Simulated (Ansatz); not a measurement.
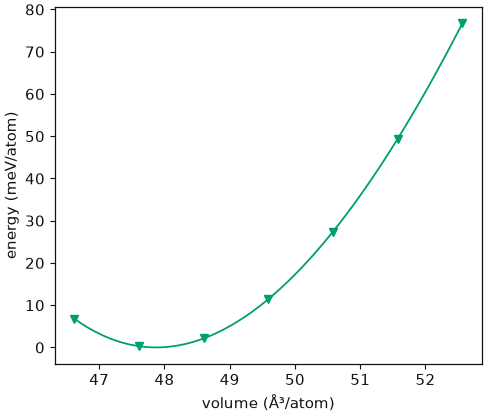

The figure shows the energy against volume.

How it was computed, with Ansatz 0.2.0: all-electron LAPW DFT, no spin polarisation; energies at scaled volumes of the given cell, shape and fractions fixed, counted from the fit's minimum, third-order Birch-Murnaghan fit. Level: LDA.

Question: For which of these solids was it computed?
A. WS₂, P-6m2 (No. 187)
B. Os, P6_3/mmc (No. 194)
C. AlCu₃, Fm-3m (No. 225)

Answer: A, WS₂: energy from 0.29 meV/atom to 76.79 meV/atom, V0 47.87 Å³/atom, B0 63.2 GPa. The others give: AlCu₃, energy from 0.00 meV/atom to 54.22 meV/atom, V0 11.56 Å³/atom, B0 167 GPa; Os, energy from 0 meV/atom to 110 meV/atom, V0 13.7 Å³/atom, B0 448 GPa.

For Os, limits of the calculation: shape and atomic fractions are frozen while scaling, which makes layered, chain and framework solids too stiff.

For WS₂, limits of the calculation: shape and atomic fractions are frozen while scaling, which makes layered, chain and framework solids too stiff.
